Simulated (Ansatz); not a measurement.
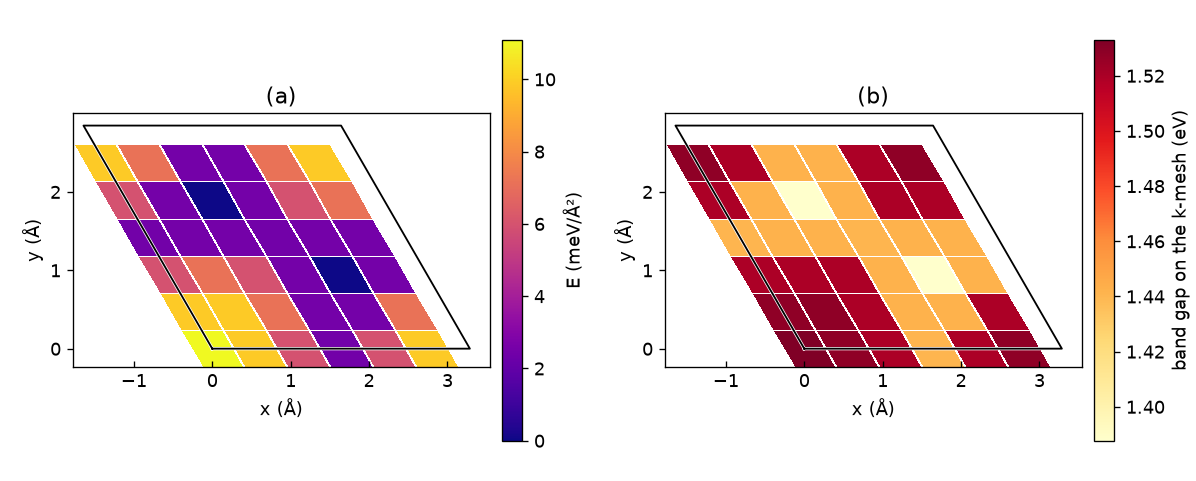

A bilayer of two WSe₂ sheets (1H type) (6 atoms in the cell). The upper layer of a bilayer is slid over the lower one; relaxed at each slide: the heights of all atoms; the origin of the map has Se4 above Se3. Places are given modulo a cell vector. The map is drawn in real space over the plane of the slide. The scan uses a 6 × 6 grid; 7 points were computed and 29 follow by symmetry. Energies are in meV/Å², from the lowest grid point. Theory: Ansatz 0.2.0, DFT PBE+D3(BJ), scalar-relativistic, plane waves, PAW. Settings: cutoff 420 eV, k-mesh 9×9×1, gaussian smearing 0.05 eV, no spin polarisation.

Panel (a) is the energy and panel (b) the computed band gap on the k-mesh on the same grid.

Drawn: one coloured cell a grid point, the outline of one cell of the plane.

### How does the band gap on the k-mesh vary over the map, and what is it at the lowest grid point?

It runs from 1.39 eV at (2/6, 4/6) of the cell vectors to 1.53 eV at (0/6, 0/6) of the cell vectors. At the lowest grid point, (2/6, 4/6) of the cell vectors, it is 1.39 eV.

| second ↓, first → | 0/6 | 1/6 | 2/6 | 3/6 | 4/6 | 5/6 |
| --- | --- | --- | --- | --- | --- | --- |
| 5/6 | 1.53 | 1.52 | 1.44 | 1.44 | 1.52 | 1.53 |
| 4/6 | 1.52 | 1.44 | 1.39 | 1.44 | 1.52 | 1.52 |
| 3/6 | 1.44 | 1.44 | 1.44 | 1.44 | 1.44 | 1.44 |
| 2/6 | 1.52 | 1.52 | 1.52 | 1.44 | 1.39 | 1.44 |
| 1/6 | 1.53 | 1.53 | 1.52 | 1.44 | 1.44 | 1.52 |
| 0/6 | 1.53 | 1.53 | 1.52 | 1.44 | 1.52 | 1.53 |

PAW datasets: the set soft_1.
